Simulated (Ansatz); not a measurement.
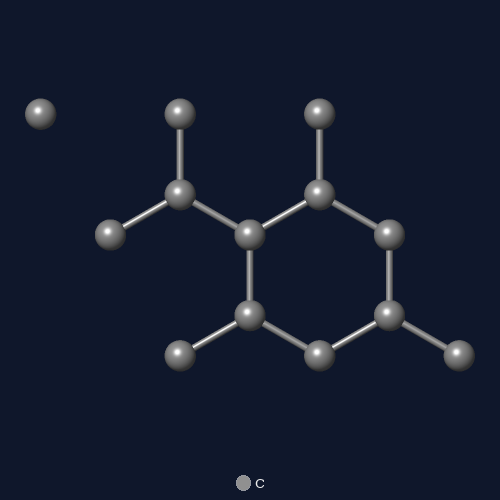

The system is H on a C(001) slab cut from the P6_3/mmc phase, its upper half relaxed before the scan (32 atoms of substrate and one adsorbate in a 2 × 2 cell); the picture shows it without the atoms that are moved over the map. 
- H is moved over the surface cell at a fixed height above a rigid substrate; the origin of the map has the adsorbate above C25; the height is held at 2.80 Å.
- Places are given modulo a cell vector. The map is drawn in real space over the plane of the surface.
- The scan uses a 6 × 6 grid; 10 points were computed and 26 follow by symmetry.
- Places are given in fractions of the 1 × 1 surface cell.
- Energies: meV, counted from the lowest grid point.
- At a fixed height the lowest place need not be the adsorption site.
- These are results of DFT PBE+D3(BJ), scalar-relativistic, plane waves, PAW (Ansatz), not measurements. Settings: cutoff 420 eV, k-mesh 6×6×1, gaussian smearing 0.05 eV, spin-polarised.

Range: position of H33 along the first surface vector from 0.000 to 0.833; position of H33 along the second surface vector from 0.000 to 0.833.

What landscape does the calculation give?

The lowest grid point is at a sixfold hollow, (2/6, 4/6) of the cell vectors. No other kind of well shows on this grid. The highest grid point, the top site over a surface C atom, (4/6, 2/6) of the cell vectors, lies 8.7 meV above the lowest. On the interpolated surface the easiest way out of the lowest well to its copy in the next cell or period passes a barrier of about 7.4 meV. At the lowest point the adsorbate has 6 C at 3.15 Å as nearest neighbours, at the highest 1 C at 2.80 Å.

```csv
"second ↓, first →",0/6,1/6,2/6,3/6,4/6,5/6
5/6,7.1,4.7,1.9,1.9,4.7,7.1
4/6,5.7,1.9,0.0,1.9,5.7,7.5
3/6,4.4,1.9,1.9,4.4,7.7,7.7
2/6,5.7,4.7,5.7,7.7,8.7,7.7
1/6,7.1,7.1,7.5,7.7,7.7,7.5
0/6,7.8,7.1,5.7,4.4,5.7,7.1
```

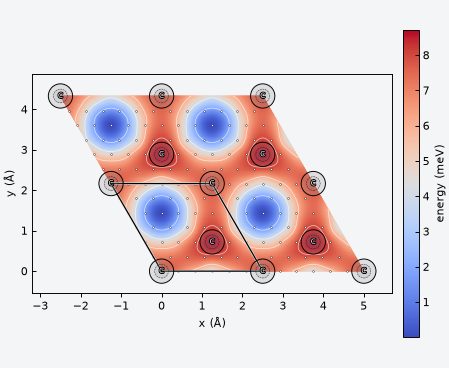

In the figure: a smooth colour map with a few white contour lines, dots at the grid points, labelled circles for the atoms of the top layer and small ones for the second layer, the outline of one cell of the 2 × 2 shown. Between grid points the surface is interpolated.

Each point was launched as `ansatz run input.yaml --threads 4 --pin off --max-ram 12288MiB --backend cpu --events-out ev --progress --plain --runs-dir out`. Time for the 10 points that were run: 28 min on 4 threads of Arm Neoverse V1 (shared host).

PAW datasets: the set soft_1.
